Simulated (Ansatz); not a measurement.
Geometry relaxation of Mg4O (part 2 of 2)

The same run, continued: Mg4O (Pm-3m, 5 atoms in the cell); DFT PBE, scalar-relativistic, plane waves, PAW, no spin polarisation (Ansatz 0.2.0); cutoff 420 eV, 8×8×8 k-mesh, Gaussian smearing of 0.1 eV. The structure was made by a generator, so it may or may not be a known phase.

Geometry of the input (Å; fractional positions):
```
4.4216  0.0000  0.0000
0.0000  4.4216  0.0000
0.0000  0.0000  4.4216
Mg 0.0000  0.5000  0.5000
Mg 0.5000  0.5000  0.0000
Mg 0.5000  0.0000  0.5000
Mg 0.0000  0.0000  0.0000
O  0.5000  0.5000  0.5000
```

```
basis re-selected at this cell: Δ(F+E_penalty+E_count) = -3.199e-4 eV, ΔP = +0.006 GPa vs the last step (what re-selecting the basis moved, of the pressure what is left beyond the Pulay correction that the steps carried, after the strain that the cell walked since its last selection, with what the two solves' SCF thresholds leave and, on support functions, any second-order correction that the steps lacked; it is no measure of the basis error at this ecutwfc). This SCF's stress stands 6.66e-3 GPa from its target on what of the cell is left free (relax.cell.stress_tol is 5.00e-2 GPa) and its largest allowed force component is 1.46e-29 eV/Å (relax.f_tol is 1.00e-2 eV/Å): within both
SCF converged after 6 iterations
Free energy (F): -8264.047695 eV
Harris-Foulkes:  -8264.047695 eV  (|F-HF|=5.46e-12)
Internal energy: -8264.036741 eV  (E = F + TS)
E sigma→0 (E₀):  -8264.042218 eV
Entropy (-TS):   -0.010954 eV (-2.191 meV/atom)
Fermi energy:    7.206746 eV
--- Per-component energies (eV) ---
  E_band       = -1395.515220
  E_kinetic    = 478.087361
  E_local      = -6674.795175  (includes V_loc(G=0)·N_el)
  E_nonlocal   = 429.592339
  E_hartree    = 2381.533508
  E_xc         = -189.934438
  E_vxc        = -244.073946  (∫ρ·V_xc dr)
  E_paw        = -1327.314864  (= ΣΔE_a)
  E_vpaw       = -147.395073  (= ΣTr[D̂ρ^β])
  E_aug_tail   = 0.002362  (compensation charges beyond the density's cutoff)
  E_ewald      = -3361.207835
  E_smearing   = -0.010954  (= −TS)
  E_closure    = 0.000000  (closes the sum)
  Σ components = -8264.047695   (vs F -8264.047695, Δ=0.00e0)
--- Forces (eV/Å), atoms counted from 1 ---
  atom   1  Mg    -0.00000000    -0.00000000    -0.00000000
  atom   2  Mg     0.00000000     0.00000000     0.00000000
  atom   3  Mg    -0.00000000    -0.00000000     0.00000000
  atom   4  Mg    -0.00000000    -0.00000000    -0.00000000
  atom   5  O      0.00000000     0.00000000     0.00000000
  max |Σ_I F_I| component: 1.14e-29 eV/Å
--- Stress (GPa, compression-positive) ---
        0.006658      -0.000000      -0.000000
       -0.000000       0.006658       0.000000
       -0.000000       0.000000       0.006658
  P = ⅓ Tr σ = 0.0067 GPa (0.067 kbar)
--- Band table (eV; the first three rows and the last of 35) ---
  k-point 0: bands = ["-69.1653", "-69.1614", "-69.1614", "-68.4925", "-35.9378", "-35.9378", "-35.9378", "-35.9299", "-35.9299", "-35.9299", "-35.8854", "-35.8854", "-35.8854", "-35.2454", "-35.2454", "-35.2454", "-12.0718", "0.9541", "1.8394", "1.8394", "1.8394", "7.7467", "7.7467", "8.5164", "8.5164", "8.5164", "12.4269", "13.0221"]
  k-point 1: bands = ["-69.1652", "-69.1616", "-69.1614", "-68.4925", "-35.9374", "-35.9374", "-35.9373", "-35.9300", "-35.9300", "-35.9299", "-35.8860", "-35.8856", "-35.8856", "-35.2455", "-35.2455", "-35.2455", "-12.0644", "0.8445", "1.8545", "1.8545", "1.9949", "6.9284", "7.8566", "8.5108", "8.5108", "9.2608", "12.3372", "12.3372"]
  k-point 2: bands = ["-69.1648", "-69.1619", "-69.1614", "-68.4925", "-35.9363", "-35.9363", "-35.9360", "-35.9305", "-35.9305", "-35.9300", "-35.8877", "-35.8862", "-35.8862", "-35.2457", "-35.2455", "-35.2455", "-12.0465", "0.6298", "1.8917", "1.8917", "2.3842", "5.8226", "8.1744", "8.4908", "8.4908", "10.2721", "11.5513", "11.5513"]
  k-point 34: bands = ["-69.1627", "-69.1627", "-69.1627", "-68.4925", "-35.9436", "-35.9436", "-35.9436", "-35.9208", "-35.9208", "-35.9208", "-35.9172", "-35.8765", "-35.8765", "-35.2456", "-35.2456", "-35.2456", "-11.9267", "1.3285", "1.3285", "1.3285", "5.1796", "5.1796", "5.1796", "5.7954", "8.6591", "8.6591", "8.6591", "10.8888"]
--- Relaxed structure (3 steps of the walk, 3 accepted, 1 SCFs on fresh bases) ---
  F+E_penalty+E_count = -8264.04769507 eV   max|allowed force component| = 1.455e-29 eV/Å   (the final SCF, on the basis selected at the relaxed cell)
  cell:  # Å, volume = 86.7780 Å³
    - [4.427275507159238, 5.216060266048763e-34, -5.617295671129437e-35]
    - [5.216060266048763e-34, 4.427275507159238, -8.024708101613482e-36]
    - [-4.012354050806741e-35, -8.024708101613482e-36, 4.427275507159238]
  atoms:
    - { symbol: Mg, position: [-3.883877854800407e-35, 0.5, 0.5] }
    - { symbol: Mg, position: [0.5, 0.5, -3.62979238767077e-36] }
    - { symbol: Mg, position: [0.5, -2.6315994810470126e-35, 0.5] }
    - { symbol: Mg, position: [7.731457785709873e-35, 9.981929066052692e-36, 7.259584775274193e-36] }
    - { symbol: O, position: [0.5, 0.5, 0.5] }
```

Trajectory as extended XYZ (Å, eV, eV/Å), 4 frames, from step=1 to step=4
```
5
Lattice="4.4216 0.0000 0.0000 0.0000 4.4216 0.0000 0.0000 0.0000 4.4216" Properties=species:S:1:pos:R:3:forces:R:3 step=1 energy=-8264.04743 pressure_GPa=0.23
Mg    0.0000    2.2108    2.2108    0.0000   0.0000   0.0000
Mg    2.2108    2.2108    0.0000    0.0000   0.0000   0.0000
Mg    2.2108    0.0000    2.2108    0.0000   0.0000   0.0000
Mg    0.0000    0.0000    0.0000    0.0000   0.0000   0.0000
O     2.2108    2.2108    2.2108    0.0000   0.0000   0.0000
5
Lattice="4.4257 0.0000 0.0000 0.0000 4.4257 0.0000 0.0000 0.0000 4.4257" Properties=species:S:1:pos:R:3:forces:R:3 step=2 energy=-8264.04744 pressure_GPa=0.06
Mg    0.0000    2.2128    2.2128    0.0000   0.0000   0.0000
Mg    2.2128    2.2128    0.0000    0.0000   0.0000   0.0000
Mg    2.2128    0.0000    2.2128    0.0000   0.0000   0.0000
Mg    0.0000    0.0000    0.0000    0.0000   0.0000   0.0000
O     2.2128    2.2128    2.2128    0.0000   0.0000   0.0000
5
Lattice="4.4273 0.0000 0.0000 0.0000 4.4273 0.0000 0.0000 0.0000 4.4273" Properties=species:S:1:pos:R:3:forces:R:3 step=3 energy=-8264.04738 pressure_GPa=0.00
Mg    0.0000    2.2136    2.2136    0.0000   0.0000   0.0000
Mg    2.2136    2.2136    0.0000    0.0000   0.0000   0.0000
Mg    2.2136    0.0000    2.2136    0.0000   0.0000   0.0000
Mg    0.0000    0.0000    0.0000    0.0000   0.0000   0.0000
O     2.2136    2.2136    2.2136    0.0000   0.0000   0.0000
5
Lattice="4.4273 0.0000 0.0000 0.0000 4.4273 0.0000 0.0000 0.0000 4.4273" Properties=species:S:1:pos:R:3:forces:R:3 step=4 energy=-8264.04769 pressure_GPa=0.01
Mg    0.0000    2.2136    2.2136    0.0000   0.0000   0.0000
Mg    2.2136    2.2136    0.0000    0.0000   0.0000   0.0000
Mg    2.2136    0.0000    2.2136    0.0000   0.0000   0.0000
Mg    0.0000    0.0000    0.0000    0.0000   0.0000   0.0000
O     2.2136    2.2136    2.2136    0.0000   0.0000   0.0000
```

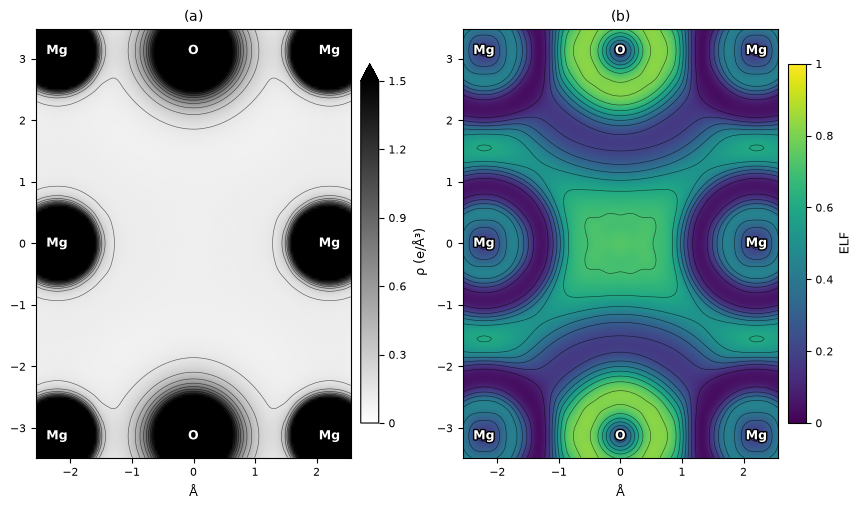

**Figure 1.** (a) valence electron density; (b) electron localisation function on the (110) plane of the conventional cell. Atoms in the plane: Mg and O. Mg–O (2.21 Å): ρ is about 0.26 e/Å³ halfway; the ELF is about 0.30 at the midpoint (a polar contact without a shared pair, in a metal). Away from the nuclei the density in this plane falls to 0.09 e/Å³ at its lowest. In a PAW calculation such maps are meaningful between the atoms, not at the nuclei.

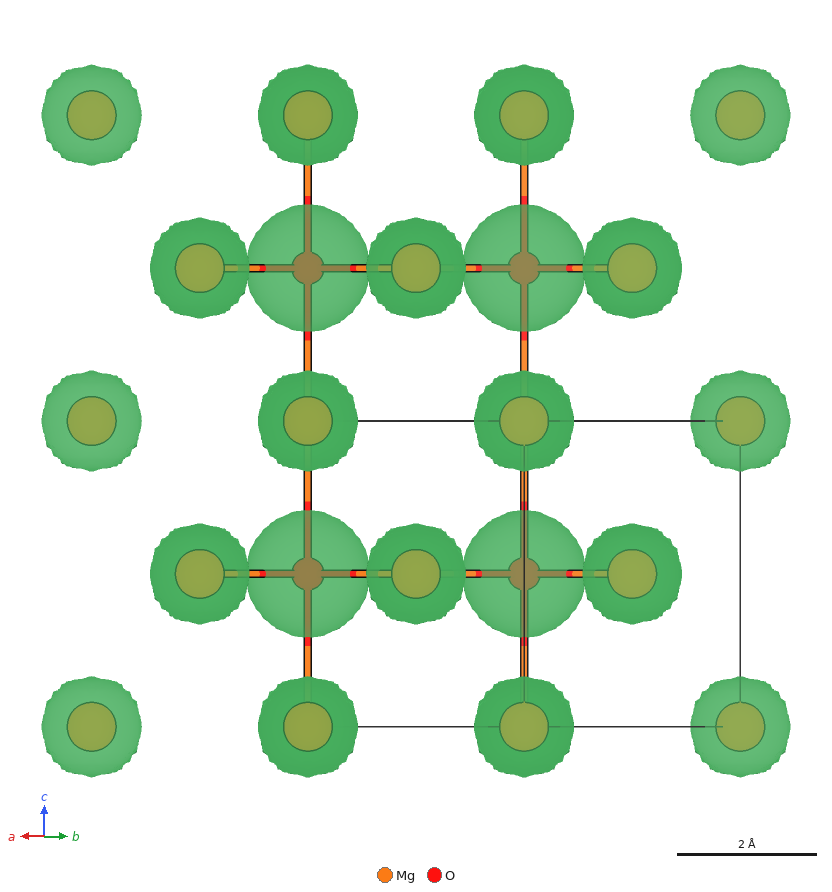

**Figure 2.** Isosurface of the valence charge density (pseudo) at 0.5 e/Å³ (green), seen along [110]. Sticks mark near contacts. The outline is the cell set on symmetry axes. At this value the density breaks into separate islands; it holds about 80 % of the electrons treated as valence (semicore included). It is pinched off along the Mg–O (2.21 Å) contacts. On the grid the lowest density along these lines, outside the cores, is 0.23 e/Å³ (Mg–O, 2.21 Å).
